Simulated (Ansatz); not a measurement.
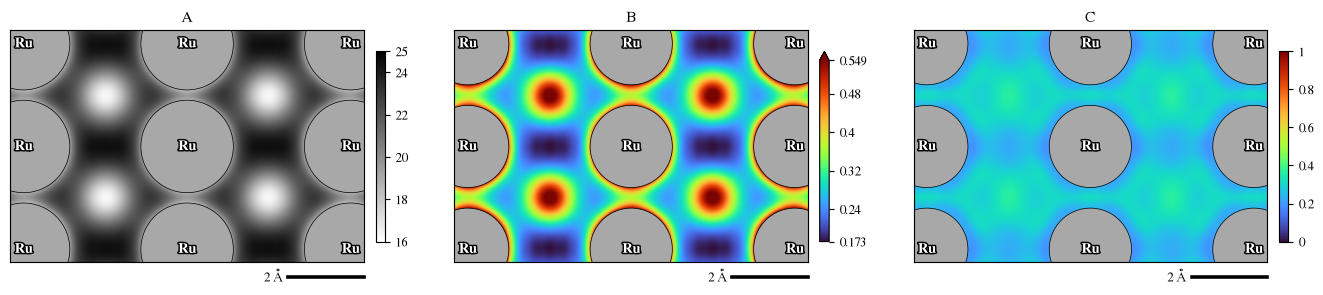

Ru: 3 fields on the (100) plane of the conventional cell, with unlabelled colour scales. Grey discs cover the atomic cores.

Space group P6/mmm; set up as Ru, omega (AlB2-type); a generated structure, not necessarily the stable one; changed on purpose from its base cell (volume × 1.04); computed pressure about −10 GPa in this cell; computed without spin polarisation.

Level of theory: DFT, PBE, plane waves (420 eV) with PAW, scalar-relativistic in Ansatz.

```cif
data_structure
_symmetry_space_group_name_H-M 'P 1'
_symmetry_Int_Tables_number 1
_cell_length_a 4.3259
_cell_length_b 4.3259
_cell_length_c 2.7185
_cell_angle_alpha 90.000
_cell_angle_beta 90.000
_cell_angle_gamma 120.000
_cell_volume 44.06
loop_
_atom_site_label
_atom_site_type_symbol
_atom_site_fract_x
_atom_site_fract_y
_atom_site_fract_z
_atom_site_occupancy
Ru1 Ru 0.00000 0.00000 0.00000 1
Ru2 Ru 0.33333 0.66667 0.50000 1
Ru3 Ru 0.66667 0.33333 0.50000 1
```

### Match the panels to the quantities (electron localisation function, electrostatic potential energy of an electron and valence pseudo-density).

Panel A: electrostatic potential energy of an electron (low next to the atoms, rising into the space between them). Panel B: valence pseudo-density. Panel C: electron localisation function. From the grid: Ru–Ru (2.72 Å): ρ at the midpoint is about 0.37 e/Å³; the ELF is about 0.30 at the midpoint.
